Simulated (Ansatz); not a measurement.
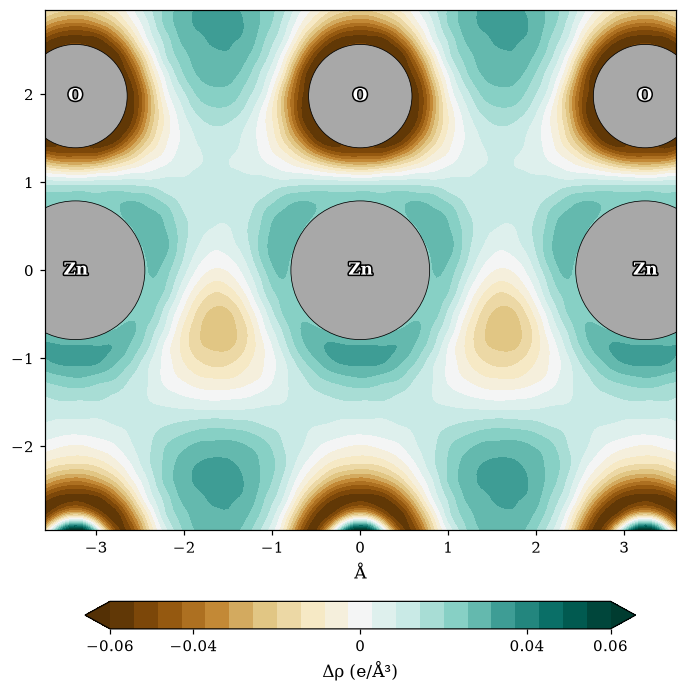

ZnO. Difference of the valence pseudo-densities of two functionals at the same geometry, on the (100) plane of the calculation cell: r2SCANH less HF.

Both computed with Ansatz (plane waves, PAW), on the same k-point mesh. Grey discs cover the atomic cores.

**Where does the change of functional move the electrons?**

Against HF, r2SCANH gives more density around Zn (+0.026 e/Å³ on average at 1.0 Å from the nucleus), less density around O (−0.047 e/Å³ on average at 0.7 Å from the nucleus), more density in the space between the atoms (+0.003 e/Å³ on average) and a change of +0.011 e/Å³ at the midpoint of Zn–O.
